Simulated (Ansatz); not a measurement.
A series of calculations on H

### Relaxation

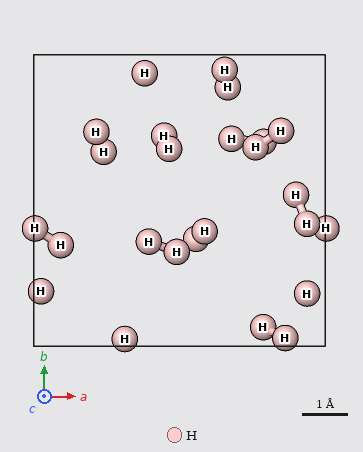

An amorphous cell of composition H, before the relaxation. A ball-and-stick model of the cell of the calculation, seen along the c axis.

The cell holds 12 H2. The run prepares the start of a later molecular dynamics calculation, from a guessed geometry.

Computed with DFT PBE, scalar-relativistic, plane waves, PAW in Ansatz 0.2.0.

The input:
```yaml
accuracy: low
crystal:
  lattice:
    - [6.603854, 0.0, 0.0]
    - [0.0, 6.603854, 0.0]
    - [0.0, 0.0, 6.603854]
  atoms:
    - { symbol: H, position: [0.8489068, 0.7389166, 0.8177309] }
    - { symbol: H, position: [0.7612928, 0.6827777, 0.777324] }
    - { symbol: H, position: [0.2155221, 0.7355715, 0.9447553] }
    - { symbol: H, position: [0.2400781, 0.6670656, 1.0293984] }
    - { symbol: H, position: [0.9002289, 0.5195889, 0.5081075] }
    - { symbol: H, position: [0.9384347, 0.4200317, 0.5411102] }
    - { symbol: H, position: [1.0253007, 0.1884703, 0.8855182] }
    - { symbol: H, position: [0.9384106, 0.1808605, 0.9551794] }
    - { symbol: H, position: [0.3810126, 0.9367307, 0.1174145] }
    - { symbol: H, position: [0.3127019, 1.0247917, 0.1111371] }
    - { symbol: H, position: [0.3954118, 0.3589287, 0.0481553] }
    - { symbol: H, position: [0.4910341, 0.3236184, 0.0026574] }
    - { symbol: H, position: [0.4648026, 0.6773045, 0.9049723] }
    - { symbol: H, position: [0.4477639, 0.7225596, 0.8043633] }
    - { symbol: H, position: [0.0930422, 0.3468495, 0.117273] }
    - { symbol: H, position: [0.004706, 0.4039995, 0.1545702] }
    - { symbol: H, position: [0.6553546, 0.9482896, 0.7395673] }
    - { symbol: H, position: [0.6661783, 0.888692, 0.6458044] }
    - { symbol: H, position: [0.6788304, 0.7116197, 0.3337051] }
    - { symbol: H, position: [0.7890532, 0.7013132, 0.3193799] }
    - { symbol: H, position: [0.8633655, 0.0281627, 0.5369341] }
    - { symbol: H, position: [0.7877253, 0.0652767, 0.463711] }
    - { symbol: H, position: [0.5866578, 0.3941139, 0.3825159] }
    - { symbol: H, position: [0.5572683, 0.3684658, 0.2779265] }
basis:
  ecutwfc: 420.0
kpoints:
  mp_grid: { grid: [1, 1, 1] }
hamiltonian:
  xc: pbe
scf:
  occupations: { method: fermi_dirac, width: 0.02 }
  lower_state_search: "off"
relax:
  f_tol: 0.3
  max_steps: 15
  adjacent_minimum: "off"
```

Command:
```bash
ansatz run input.yaml --threads 1 --pin off --max-ram 3072MiB --backend cpu --events-out ev --progress --plain --runs-dir out
```

Predict the outcome.

Answer. Over 8 accepted moves (9 points after the start) the energy falls by 2.092 eV per cell of the calculation. The largest force component goes from 0.89 to 0.084 eV/Å. 1 step only repeated the SCF at the same geometry. The forces were under the threshold at step 3, but the run went on from there. The largest moves, 1.07 Å, are those of H17 and H18. H17 goes along [−1 1 0]. The lattice vectors keep their values. Among the contacts that change: H11–H12 0.737 → 0.751 Å.

Final geometry:

```
H
1.0
     6.60385    0.00000    0.00000
     0.00000    6.60385    0.00000
     0.00000    0.00000    6.60385
H
24
Direct
  0.86572 0.72004 0.88712
  0.75909 0.70645 0.85024
  0.18055 0.73470 0.97543
  0.15057 0.65200 0.04778
  0.94839 0.52106 0.58028
  0.98531 0.41372 0.58370
  0.04758 0.14400 0.81814
  0.97027 0.11803 0.89700
  0.40105 0.94091 0.17360
  0.34783 0.03877 0.19534
  0.39722 0.36811 0.97604
  0.48555 0.30202 0.94826
  0.44821 0.62577 0.78878
  0.45226 0.70837 0.71103
  0.06161 0.31927 0.15927
  0.00981 0.39670 0.22422
  0.54449 0.06618 0.73649
  0.58880 0.02956 0.63881
  0.67242 0.69712 0.30234
  0.77645 0.73804 0.28160
  0.95431 0.01795 0.46867
  0.88789 0.07704 0.39834
  0.57352 0.36156 0.44000
  0.53417 0.33662 0.33675
```

The end point in the same view:

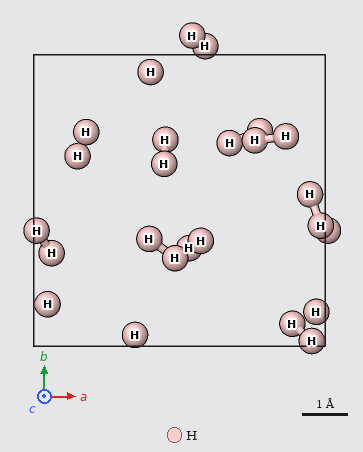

Limits of the set-up: the program's low-accuracy preset was used; the periodic images lie only 6.6 Å apart, so the values are limited by the cell's size.

### Dynamics

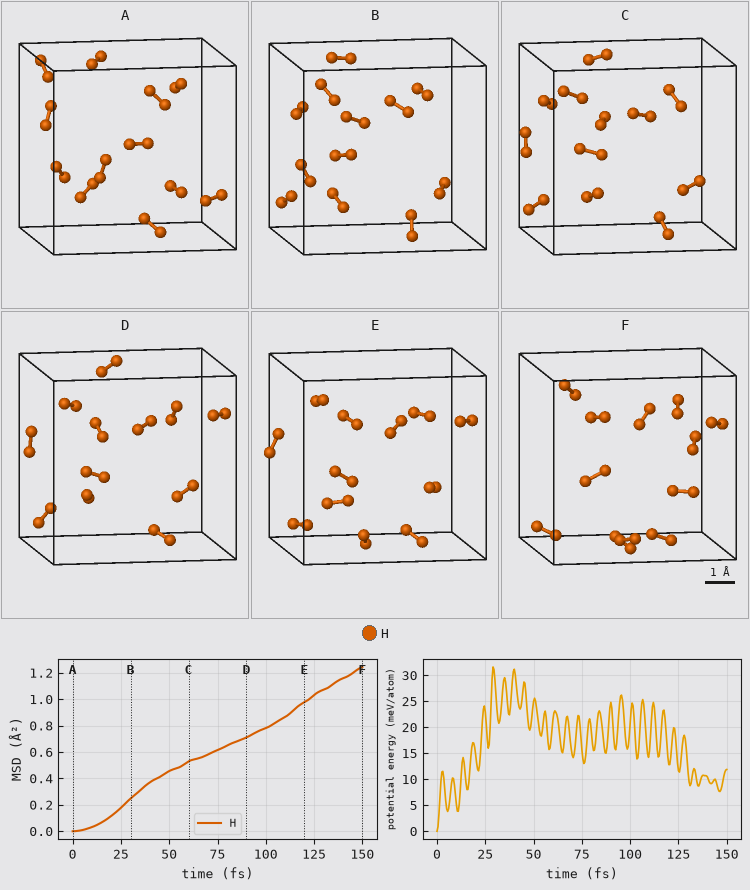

A Born-Oppenheimer molecular dynamics run of a periodic cell with 12 H2 at 0.139 g/cm³, 150 fs long. Frames (A at 0 fs, B at 30 fs, C at 60 fs, D at 90 fs, E at 120 fs, F at 150 fs) and the history of the run. Style: ball-and-stick. Shown: the simulation cell, slightly off an axis. Atoms that leave the cell re-enter on the other side.

Computed with DFT PBE, scalar-relativistic, plane waves, PAW in Ansatz. Set-up: plane-wave cutoff 420 eV; k-point mesh 1 × 1 × 1; Fermi-Dirac smearing 0.02 eV; low-accuracy preset; Langevin thermostat (NVT); set temperature 400 K; time step 0.5 fs; H given the mass 2.014 u; friction 0.02 per fs.

### What do the frames and curves show?

Root-mean-square distances from the starting positions over the second half, with the common drift of all atoms taken out: H 0.95 Å. The molecules turn and drift from their places. Over the second half the temperature averages 377 K (spread ±66 K). The potential energy is still drifting at the end, so the run hasn't reached equilibrium. The potential energy in the second half lies on average 16.3 meV per atom above the first frame.

Limits of the set-up: the program's low-accuracy preset was used; masses were changed (H 2.014 u), which shifts the vibrations; the periodic images lie only 6.6 Å apart, so the values are limited by the cell's size.

Cost: 3.2 min on 1 thread of Arm Neoverse V1 (shared host), peak memory 0.28 GiB.

### Dynamics

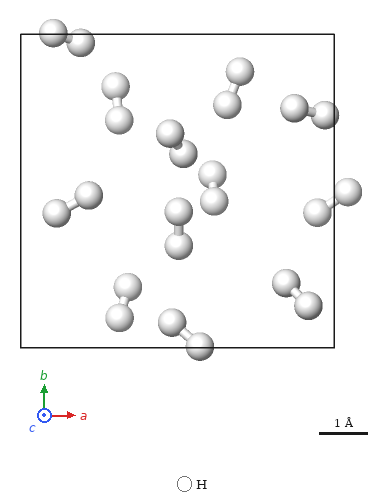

Starting frame of a dynamics run of a periodic cell with 12 H2 at 0.139 g/cm³. It starts from the last geometry of an earlier run, with fresh velocities. A ball-and-stick model of the simulation cell, seen along the c axis.

The calculation used Ansatz 0.2.0, DFT PBE, scalar-relativistic, plane waves, PAW.

The input:
```yaml
accuracy: low
crystal:
  lattice:
    - [6.603854, 0.0, 0.0]
    - [0.0, 6.603854, 0.0]
    - [0.0, 0.0, 6.603854]
  atoms:
    - { symbol: H, position: [0.86909935, 0.76040622, 0.85921894] }
    - { symbol: H, position: [0.96644557, 0.73842681, 0.79951944] }
    - { symbol: H, position: [0.29834608, 0.82982898, 1.00687361] }
    - { symbol: H, position: [0.31004231, 0.7220888, 1.04541106] }
    - { symbol: H, position: [1.11082797, 0.42520052, 0.65895005] }
    - { symbol: H, position: [1.21311568, 0.48220918, 0.67482391] }
    - { symbol: H, position: [0.91374781, 0.13001628, 0.96401812] }
    - { symbol: H, position: [0.84283212, 0.20262117, 0.89719728] }
    - { symbol: H, position: [0.3378442, 1.18970264, 0.05785616] }
    - { symbol: H, position: [0.31133751, 1.09163134, 0.10513557] }
    - { symbol: H, position: [0.61311986, 0.46328496, 0.0865107] }
    - { symbol: H, position: [0.60757635, 0.5485819, 0.01633313] }
    - { symbol: H, position: [0.51495885, 0.61485504, 0.67599372] }
    - { symbol: H, position: [0.47229557, 0.67958079, 0.75399647] }
    - { symbol: H, position: [-0.05753925, 0.4273176, 0.11518542] }
    - { symbol: H, position: [0.0397582, 0.49306871, 0.13501759] }
    - { symbol: H, position: [0.47888641, 1.07662782, 0.66095797] }
    - { symbol: H, position: [0.56751159, 1.00009315, 0.68350001] }
    - { symbol: H, position: [0.65512523, 0.77124065, 0.33188478] }
    - { symbol: H, position: [0.6953516, 0.87726424, 0.32727265] }
    - { symbol: H, position: [1.0998389, 0.00012182, 0.53788776] }
    - { symbol: H, position: [1.18753315, -0.03109149, 0.48016492] }
    - { symbol: H, position: [0.50032853, 0.32182066, 0.37252247] }
    - { symbol: H, position: [0.50010666, 0.43035417, 0.42779688] }
basis:
  ecutwfc: 420.0
kpoints:
  mp_grid: { grid: [1, 1, 1] }
hamiltonian:
  xc: pbe
scf:
  occupations: { method: fermi_dirac, width: 0.002 }
  lower_state_search: "off"
md:
  timestep: 0.5
  n_steps: 200
  ensemble: nvt_langevin
  temperature: 400.0
  initial_velocities: maxwell_boltzmann
  seed: 669941
  friction: 0.005
  masses: [{ species: H, mass: 2.014 }]
```

Run as
```bash
ansatz run input.yaml --threads 1 --pin off --max-ram 3072MiB --backend cpu --events-out ev --progress --plain --runs-dir out
```

### What does the trajectory do?

The mean temperature in the second half is 353 K (standard deviation 21 K). The potential energy in the second half lies on average 1.5 meV per atom above the first frame. In the second half of the run the atoms are, in the root-mean-square, this far from where they began (common drift taken out): H 0.93 Å. The molecules turn and drift from their places.

Along the run (each row but the first and the last is the mean over the interval that it begins):

```
time (fs)  potential energy (meV/atom)  T (K)
      0.0                          0.0    383
     16.5                          1.1    369
     33.0                         -0.7    387
     49.5                          1.0    343
     66.0                          0.6    364
     82.5                          2.5    355
     99.0                          8.6    310
```

The paths of the atoms:

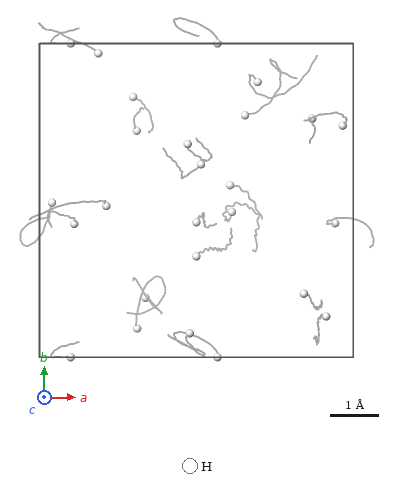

Limits of the set-up: the program's low-accuracy preset was used; masses were changed (H 2.014 u), which shifts the vibrations; the periodic images lie only 6.6 Å apart, so the values are limited by the cell's size.
